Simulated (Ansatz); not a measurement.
Consider Ti₃Al₅.

```yaml
crystal:
  lattice:
    - [3.73767, -3.73767, 0.00000]
    - [4.02892, 4.02892, 0.00000]
    - [0.00000, 0.00000, 8.29688]
  atoms:
    - { symbol: Ti, position: [0.00000, 0.00000, 0.50000] }
    - { symbol: Ti, position: [0.50000, 0.50000, 0.50000] }
    - { symbol: Ti, position: [0.50000, 0.00000, 0.00000] }
    - { symbol: Ti, position: [0.00000, 0.50000, 0.00000] }
    - { symbol: Ti, position: [0.50000, 0.00000, 0.50000] }
    - { symbol: Ti, position: [0.00000, 0.50000, 0.50000] }
    - { symbol: Al, position: [0.75000, 0.25000, 0.25235] }
    - { symbol: Al, position: [0.25000, 0.75000, 0.25235] }
    - { symbol: Al, position: [0.75000, 0.25000, 0.74765] }
    - { symbol: Al, position: [0.25000, 0.75000, 0.74765] }
    - { symbol: Al, position: [0.25000, 0.25000, 0.25235] }
    - { symbol: Al, position: [0.75000, 0.75000, 0.25235] }
    - { symbol: Al, position: [0.25000, 0.25000, 0.74765] }
    - { symbol: Al, position: [0.75000, 0.75000, 0.74765] }
    - { symbol: Al, position: [0.00000, 0.00000, 0.00000] }
    - { symbol: Al, position: [0.50000, 0.50000, 0.00000] }
```

Space group Cmmm; a structure from a database of computed crystals, not necessarily the ambient phase; changed on purpose from its base cell (strain +0.0750 x Voigt [0, 0, 0, 0, 0, 1], atoms carried along); computed without spin polarisation.

Method: DFT PBEsol, scalar-relativistic, plane waves, PAW (Ansatz).

Q: What will maps of the valence pseudo-density and electron localisation function show?

A: Ti–Al (2.83 Å): the density is about 0.22 e/Å³ at the midpoint; the ELF is about 0.40 at the midpoint.
Al–Al (2.85 Å): the density is about 0.21 e/Å³ at the midpoint; the ELF peaks at about 0.65 between the atoms.
Ti–Ti (2.85 Å): the density is about 0.21 e/Å³ at the midpoint; the ELF is about 0.25 at the midpoint; no shared electron pair shows on this line.

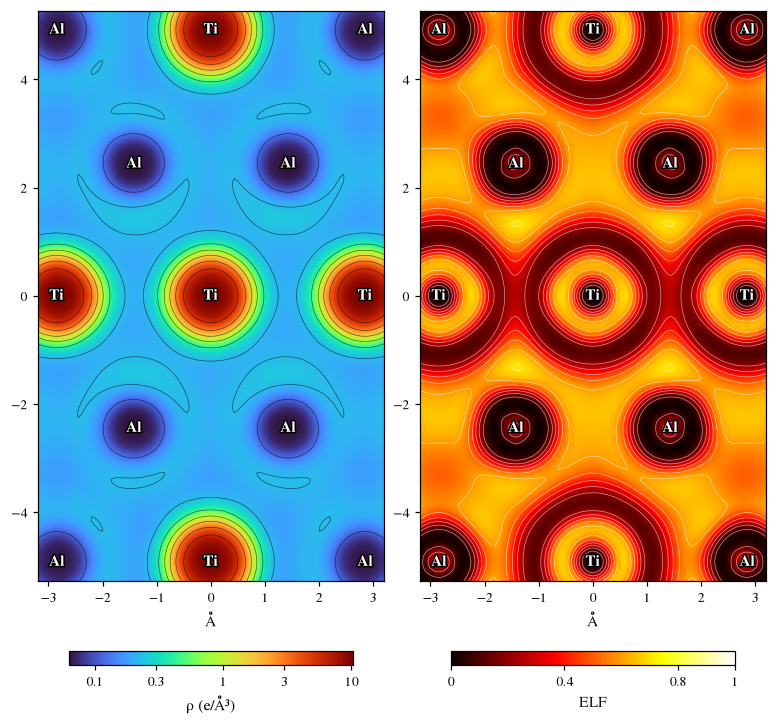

Computed valence pseudo-density and electron localisation function on the (101) plane of the conventional cell, in this order. 

In a PAW calculation such maps are meaningful between the atoms, not at the nuclei.
